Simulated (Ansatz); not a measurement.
# Nudged elastic band, with input and output: Al$_{32}$H (part 2 of 3)

Continued. System: Al$_{32}$H (defect cell, 33 atoms in the cell). Method: DFT PBE, scalar-relativistic, plane waves, PAW, PAW set soft_1, no spin polarisation (Ansatz 0.2.0); cutoff 420 eV, 2×2×2 k-mesh, Gaussian smearing of 0.05 eV. One setting was made poor on purpose. It belongs to a series of runs on one base structure; here: band between the two ends.

### The program's output, continued
```
NEB image 3
NEB iter   3: max|band force component| = 6.577e-1 eV/Å  barrier→ = 0.4499 eV  barrier← = 0.4552 eV  Δτ_max = 0.0652 Å  (17 SCF iters)
NEB image 1
NEB image 2
NEB image 3
NEB iter   4: max|band force component| = 2.340e-1 eV/Å  barrier→ = 0.3804 eV  barrier← = 0.3856 eV  CI = image 2  Δτ_max = 0.0617 Å  (18 SCF iters)
NEB image 1
NEB image 2
NEB image 3
NEB iter   5: max|band force component| = 4.057e-1 eV/Å  barrier→ = 0.3991 eV  barrier← = 0.4043 eV  CI = image 2  Δτ_max = 0.0020 Å  (16 SCF iters)
NEB image 1
NEB image 2
NEB image 3
NEB iter   6: max|band force component| = 3.836e-1 eV/Å  barrier→ = 0.3950 eV  barrier← = 0.4003 eV  CI = image 2  Δτ_max = 0.0039 Å  (9 SCF iters)
NEB image 1
NEB image 2
NEB image 3
NEB iter   7: max|band force component| = 3.409e-1 eV/Å  barrier→ = 0.3877 eV  barrier← = 0.3930 eV  CI = image 2  Δτ_max = 0.0056 Å  (10 SCF iters)
NEB image 1
NEB image 2
NEB image 3
NEB iter   8: max|band force component| = 2.800e-1 eV/Å  barrier→ = 0.3786 eV  barrier← = 0.3839 eV  CI = image 2  Δτ_max = 0.0070 Å  (13 SCF iters)
NEB image 1
NEB image 2
NEB image 3
NEB iter   9: max|band force component| = 2.047e-1 eV/Å  barrier→ = 0.3694 eV  barrier← = 0.3746 eV  CI = image 2  Δτ_max = 0.0079 Å  (13 SCF iters)
NEB image 1
NEB image 2
NEB image 3
NEB iter  10: max|band force component| = 1.200e-1 eV/Å  barrier→ = 0.3616 eV  barrier← = 0.3668 eV  CI = image 2  Δτ_max = 0.0082 Å  (13 SCF iters)
NEB image 1
NEB image 2
NEB image 3
NEB iter  11: max|band force component| = 8.437e-2 eV/Å  barrier→ = 0.3565 eV  barrier← = 0.3618 eV  CI = image 2  Δτ_max = 0.0086 Å  (14 SCF iters)
NEB image 1
NEB image 2
NEB image 3
NEB iter  12: max|band force component| = 6.972e-2 eV/Å  barrier→ = 0.3545 eV  barrier← = 0.3597 eV  CI = image 2  Δτ_max = 0.0076 Å  (15 SCF iters)
NEB image 1
NEB image 2
NEB image 3
NEB iter  13: max|band force component| = 1.476e-1 eV/Å  barrier→ = 0.3553 eV  barrier← = 0.3605 eV  CI = image 2  Δτ_max = 0.0010 Å  (16 SCF iters)
NEB image 1
NEB image 2
NEB image 3
NEB iter  14: max|band force component| = 1.384e-1 eV/Å  barrier→ = 0.3546 eV  barrier← = 0.3598 eV  CI = image 2  Δτ_max = 0.0020 Å  (9 SCF iters)
NEB image 1
NEB image 2
NEB image 3
NEB iter  15: max|band force component| = 1.204e-1 eV/Å  barrier→ = 0.3534 eV  barrier← = 0.3586 eV  CI = image 2  Δτ_max = 0.0028 Å  (9 SCF iters)
NEB image 1
NEB image 2
NEB image 3
NEB iter  16: max|band force component| = 9.512e-2 eV/Å  barrier→ = 0.3519 eV  barrier← = 0.3571 eV  CI = image 2  Δτ_max = 0.0035 Å  (11 SCF iters)
NEB image 1
NEB image 2
NEB image 3
NEB iter  17: max|band force component| = 6.460e-2 eV/Å  barrier→ = 0.3504 eV  barrier← = 0.3556 eV  CI = image 2  Δτ_max = 0.0038 Å  (11 SCF iters)
NEB image 1
preconditioner: auto → Kerker (q_TF=auto, 2.055 Å⁻¹)  [metal: Δε(μ)=0.019 eV  Ē_g=6.874 eV  σ=0.050 eV  W_gap=0.22  n_scr=80 (ndim 8)  ℏωp=15.9 eV  f_vac=0.000  D(μ)=28.50/eV (n_scr^D=256)]
NEB image 2
preconditioner: auto → Kerker (q_TF=auto, 2.055 Å⁻¹)  [metal: Δε(μ)=0.009 eV  Ē_g=6.867 eV  σ=0.050 eV  W_gap=0.10  n_scr=80 (ndim 8)  ℏωp=15.9 eV  f_vac=0.000  D(μ)=29.12/eV (n_scr^D=256)]
NEB image 3
preconditioner: auto → Kerker (q_TF=auto, 2.055 Å⁻¹)  [metal: Δε(μ)=0.046 eV  Ē_g=6.874 eV  σ=0.050 eV  W_gap=0.47  n_scr=80 (ndim 8)  ℏωp=15.9 eV  f_vac=0.000  D(μ)=21.22/eV (n_scr^D=178)]
NEB image 1
NSCF: frozen V_eff on 8 k-points
NEB image 3
NSCF: frozen V_eff on 8 k-points
NEB image 2
NSCF: frozen V_eff on 8 k-points
the search or the solves at the SCF's close seem to have found levels that the self-consistency loop had missed (the run counts 1). By its estimate they hold under 1e-12 electrons; where the run keeps them, the occupations were computed again with them
NEB iter  18: max|band force component| = 4.495e-2 eV/Å  barrier→ = 0.3491 eV  barrier← = 0.3543 eV  CI = image 2  Δτ_max = 0.0000 Å  (11 SCF iters)
```

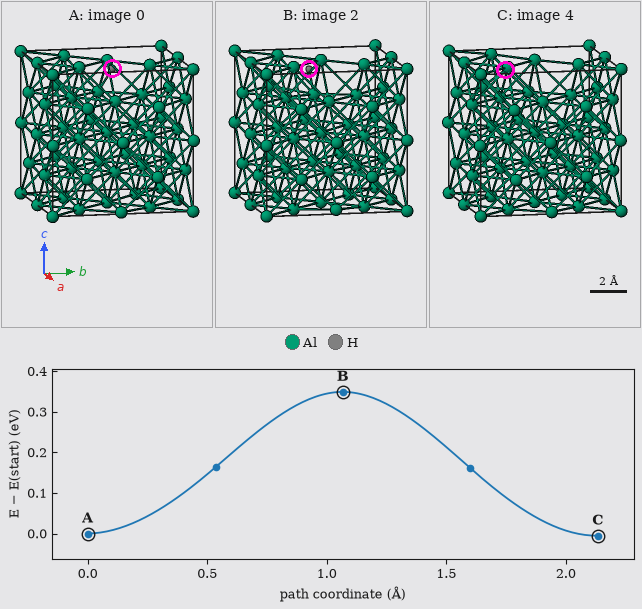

**Figure 1.** Images of the last band (counted from 0; ball-and-stick, simulation cell, seen slightly off an axis), with the moving atom and its periodic copies ringed, above the energy along the path; the line is a cubic interpolation that uses the forces. The highest image is number 2, 0.349 eV above the start and 0.354 eV above the end (the climbing image); the end lies 0.005 eV below the start. The path is 2.13 Å long, and H33 moves most (2.02 Å). The band converged in 18 iterations.

```
Free energy (F): -17214.869579 eV
Harris-Foulkes:  -17214.869579 eV  (|F-HF|=1.44e-8)
Internal energy: -17214.833145 eV  (E = F + TS)
E sigma→0 (E₀):  -17214.851362 eV
Entropy (-TS):   -0.036434 eV (-1.104 meV/atom)
Fermi energy:    7.518482 eV
--- Per-component energies (eV) ---
  E_band       = 334.312510
  E_kinetic    = 734.064910
  E_local      = 321.166036  (includes V_loc(G=0)·N_el)
  E_nonlocal   = 323.249802
  E_hartree    = 7.130311
  E_xc         = -1215.351915
  E_vxc        = -945.366778  (∫ρ·V_xc dr)
  E_paw        = -15021.997279  (= ΣΔE_a)
  E_vpaw       = -113.060974  (= ΣTr[D̂ρ^β])
  E_aug_tail   = -0.001048  (compensation charges beyond the density's cutoff)
  E_ewald      = -2363.093962
  E_smearing   = -0.036434  (= −TS)
  E_closure    = -0.000000  (closes the sum)
  Σ components = -17214.869579   (vs F -17214.869579, Δ=0.00e0)
--- Forces (eV/Å), atoms counted from 1 ---
  atom   1  Al    -0.03698827    -0.00149787    -0.00420786
  atom   2  Al    -0.00866917     0.00350660     0.02447310
  atom   3  Al     0.00384469    -0.00153453     0.00004326
  atom   4  Al    -0.01706852    -0.00137599     0.01961028
  atom   5  Al    -0.03066873     0.02762425    -0.02605973
  atom   6  Al    -0.00742776     0.00014495    -0.00174122
  atom   7  Al    -0.00975970    -0.00133553     0.02301502
  atom   8  Al    -0.00924368     0.00014340    -0.03523456
  atom   9  Al    -0.02186419    -0.00569085    -0.01655823
  atom  10  Al     0.00368843    -0.00050128     0.00088262
  atom  11  Al    -0.00344112    -0.00150825    -0.00003300
  atom  12  Al     0.02214969    -0.00605886     0.01653089
  atom  13  Al     0.03831740    -0.00209131     0.00435540
  atom  14  Al    -0.02399331     0.00284851     0.03095880
  atom  15  Al    -0.03007264    -0.02756069    -0.02425103
  atom  16  Al    -0.02176804    -0.00143836     0.01034950
  atom  17  Al    -0.00251458    -0.00113807    -0.00213334
  atom  18  Al    -0.02073798     0.00687726    -0.01637243
  atom  19  Al     0.00858077    -0.00013780     0.03601366
  atom  20  Al     0.02085661    -0.00167977    -0.01045798
  atom  21  Al    -0.00284810    -0.00064548    -0.00092849
  atom  22  Al     0.02165916     0.00675504     0.01705218
  atom  23  Al     0.01611611    -0.00133549    -0.01958392
  atom  24  Al     0.00943179     0.00318624    -0.02467131
  atom  25  Al     0.00733338    -0.00026843     0.00122777
  atom  26  Al    -0.02218004     0.00290836     0.01430373
  atom  27  Al     0.00130101    -0.00163427     0.00237701
  atom  28  Al     0.02137743     0.00263542    -0.01377798
  atom  29  Al     0.02967628     0.02761029     0.02566927
  atom  30  Al     0.02442296     0.00215288    -0.03170236
  atom  31  Al     0.01029380    -0.00141744    -0.02299612
  atom  32  Al     0.03048110    -0.02876266     0.02481109
[...]
  atom  33  H     -0.00028516     0.00122044    -0.00096493
  max |Σ_I F_I| component: 9.12e-7 eV/Å
--- Band table (eV; the first three rows and the last of 8) ---
  k-point 0: bands = ["-3.2837", "-1.3801", "-1.0620", "-1.0263", "-0.9724", "-0.9672", "-0.9512", "0.5503", "1.0978", "1.1239", "1.1771", "1.1811", "1.1824", "1.2086", "1.2330", "1.2390", "1.2728", "1.3057", "1.3181", "2.8976", "3.2914", "3.3029", "3.3190", "3.3253", "3.4978", "3.5306", "3.5433", "4.7173", "4.9638", "5.0087", "5.9426", "6.2319", "6.2676", "6.4850", "6.9199", "6.9213", "6.9367", "6.9406", "7.0200", "7.0528", "7.0549", "7.0564", "7.0657", "7.0968", "7.1895", "7.8970", "7.9400", "7.9579", "7.9990", "8.0668", "8.1418", "8.5141", "8.8309", "8.8882", "8.9092", "8.9440", "8.9706", "8.9778", "9.0073", "9.0269", "9.0428", "9.0712", "9.0912", "9.1219", "9.1242", "9.1537", "9.1620", "9.2277", "9.2687", "10.3313", "10.4570", "10.4670", "10.4902", "10.5298", "10.5415", "10.6155", "10.6284", "10.6459", "10.6875", "10.7324", "10.7338", "12.8513"]
  k-point 1: bands = ["-2.7589", "-2.6941", "-0.9454", "-0.5223", "-0.4687", "-0.4575", "-0.4552", "-0.4050", "-0.3815", "-0.3734", "1.1623", "1.6608", "1.7070", "1.7273", "1.7319", "1.7610", "1.7751", "1.8019", "1.8304", "1.8428", "3.4029", "3.8425", "3.9000", "3.9024", "3.9165", "3.9403", "3.9604", "3.9673", "5.1852", "5.4290", "5.4344", "5.5175", "5.7276", "6.0124", "6.0403", "6.0503", "6.0710", "6.0818", "6.1036", "6.1254", "6.6807", "6.7594", "6.7610", "6.8387", "7.3398", "7.4372", "7.4959", "7.5135", "7.5238", "7.5744", "7.5817", "7.6849", "8.6545", "8.9079", "8.9094", "8.9614", "8.9794", "9.0205", "9.0661", "9.0722", "9.5613", "9.5808", "9.5987", "9.6775", "10.3689", "10.4304", "10.8371", "11.0189", "11.1527", "11.1869", "11.4372", "11.6017", "11.6245", "11.6643", "11.7036", "11.7238", "11.7626", "11.7844", "12.3340", "12.3833", "12.4783", "12.5278"]
  k-point 2: bands = ["-2.7928", "-2.6552", "-0.9592", "-0.5564", "-0.4707", "-0.4555", "-0.4085", "-0.4067", "-0.3759", "-0.3739", "1.1173", "1.6111", "1.7089", "1.7353", "1.7599", "1.7732", "1.7930", "1.7968", "1.8372", "1.8720", "3.4373", "3.8283", "3.8434", "3.9007", "3.9286", "3.9382", "3.9604", "4.0360", "4.9389", "5.4660", "5.4832", "5.5676", "5.8108", "5.9747", "5.9981", "6.0075", "6.0523", "6.1248", "6.1680", "6.1808", "6.7554", "6.7903", "6.8059", "6.8143", "7.0492", "7.4222", "7.4871", "7.5092", "7.5699", "7.6000", "7.6071", "7.6167", "8.8698", "8.9306", "8.9466", "8.9884", "9.0105", "9.0232", "9.0351", "9.0954", "9.3200", "9.5993", "9.6492", "9.6918", "10.3078", "10.4462", "11.0342", "11.0626", "11.0675", "11.1222", "11.1710", "11.6006", "11.6308", "11.7002", "11.7040", "11.7178", "11.7619", "11.8107", "12.3772", "12.4123", "12.5223", "12.5598"]
  k-point 7: bands = ["-1.9747", "-1.6217", "-1.5925", "-1.5603", "-1.5595", "-1.5377", "-1.5023", "-1.4899", "1.4794", "2.6189", "2.6945", "2.7604", "2.7755", "2.7995", "2.8081", "2.8086", "2.8170", "2.8184", "2.8215", "2.8333", "2.8346", "2.8511", "2.8529", "2.8554", "2.8629", "2.8751", "2.8828", "2.9011", "2.9069", "2.9156", "3.0093", "3.0378", "6.0664", "6.9451", "6.9639", "6.9895", "7.0233", "7.0554", "7.0747", "7.0828", "7.0903", "7.0926", "7.0979", "7.0983", "7.1015", "7.1024", "7.1142", "7.1218", "7.1422", "7.1430", "7.1431", "7.1624", "7.2028", "7.2224", "7.2362", "7.3307", "10.3264", "11.0360", "11.1726", "11.1858", "11.2339", "11.2778", "11.2950", "11.3061", "11.3701", "11.3791", "11.3993", "11.4037", "11.4306", "11.4443", "11.4456", "11.4573", "11.4667", "11.4845", "11.4880", "11.4890", "11.4895", "11.4969", "11.5223", "11.5285", "11.5360", "11.5389"]
this run last wrote the band of iteration 18 to [file]
--- NEB band (5 images, 18 band iterations, 261 SCF iterations) ---
  forward barrier  = 0.349102 eV
  backward barrier = 0.354345 eV
  lagrangian_above_aufbau_ev (what the smearing adds, to first order; not taken off the barriers): saddle image -0.020395 eV, end points -0.022586 and -0.003808 eV
  climbing image's point = of an order that was not read
  energies are F+E_penalty+E_count in eV, relative to image 0
  image     s (Å)  Δ vs image 0  max|band force component| (eV/Å)
      0    0.0000      0.000000                                 —
      1    0.5355      0.163876                          4.495e-2
  *   2    1.0671      0.349102                          3.831e-2
      3    1.5986      0.162131                          3.504e-2
      4    2.1334     -0.005243                                 —
  climbing-image geometry (image 2):
  cell:  # Å, volume = 531.4410 Å³
    - [8.1, 0.0, 0.0]
    - [0.0, 8.1, 0.0]
    - [0.0, 0.0, 8.1]
  atoms:
    - { symbol: Al, position: [0.5016213336834395, -0.000387109931660145, 0.0017960399887669515] }
    - { symbol: Al, position: [0.7475479225724769, 0.24906789490685036, 0.002198971331198546] }
    - { symbol: Al, position: [0.7495967957945278, -0.0005592386471861008, 0.24833803800254525] }
    - { symbol: Al, position: [0.00028272206471073363, -0.00019707365105813454, 0.0022182523859905342] }
    - { symbol: Al, position: [0.2513095330131127, 0.2467273768581453, 0.003801897013664634] }
    - { symbol: Al, position: [0.49870059429371527, 0.4995533558208616, 0.0006940085693401127] }
    - { symbol: Al, position: [0.7477006005187837, 0.751026796393437, 0.0022363768653252867] }
    - { symbol: Al, position: [0.2487723952458465, -0.00034748764151112336, 0.2503713364879098] }
    - { symbol: Al, position: [0.5018017853963669, 0.24995952439199498, 0.25029577701856764] }
    - { symbol: Al, position: [0.7420962857981899, 0.4995643203934413, 0.25663298788632677] }
    - { symbol: Al, position: [0.5003128307939521, -0.0005475632193700601, 0.5015683042184237] }
    - { symbol: Al, position: [0.7481273121448262, 0.249979391605724, 0.4996568568917869] }
    - { symbol: Al, position: [0.748253475191767, -0.00033068445191384926, 0.7481045487468725] }
    - { symbol: Al, position: [-0.023436007288727825, 0.49958874516863677, 0.02623867590360294] }
    - { symbol: Al, position: [0.2513546467978525, 0.7531803548894418, 0.0036471285530075004] }
    - { symbol: Al, position: [3.920544134218451e-5, 0.24852312889264205, 0.25152571659610534] }
    - { symbol: Al, position: [0.2487762802810756, 0.49954812516096514, 0.24828560448480647] }
    - { symbol: Al, position: [0.5018697797045791, 0.7504391619940923, 0.25031041012476124] }
    - { symbol: Al, position: [0.0011773486332012026, -0.0003125751768162455, 0.4995265900214175] }
    - { symbol: Al, position: [0.24993612756628708, 0.24856628920479445, 0.4984442483765064] }
    - { symbol: Al, position: [0.5077802179572306, 0.4995756152886886, 0.4933392189528662] }
    - { symbol: Al, position: [0.7480036305477473, 0.7504718250393599, 0.49956397311972556] }
    - { symbol: Al, position: [0.24968129268694514, -0.00019869594369566497, 0.7476884244865877] }
    - { symbol: Al, position: [0.5023461018785715, 0.24909283487834818, 0.7477412903812185] }
    - { symbol: Al, position: [0.7512321035783783, 0.499580482414836, 0.749263374320016] }
    - { symbol: Al, position: [-8.096774432054786e-5, 0.7515588142240911, 0.25116543557011833] }
    - { symbol: Al, position: [0.0012068455957175465, 0.4995834172206068, 0.5016239671605818] }
    - { symbol: Al, position: [0.2500509225021464, 0.7515589361830186, 0.49874255334000556] }
    - { symbol: Al, position: [-0.0013153094676639713, 0.24675979332585235, 0.7461680778147187] }
    - { symbol: Al, position: [0.27335737790936687, 0.49965241942829275, 0.7238143704200445] }
    - { symbol: Al, position: [0.5022243188880355, 0.7510486715625168, 0.7476800750574735] }
    - { symbol: Al, position: [-0.0014664649422023181, 0.753272257506536, 0.7462201209341002] }
    - { symbol: H, position: [0.12480734296272417, 0.500054400910038, 0.8748880289756196] }
```
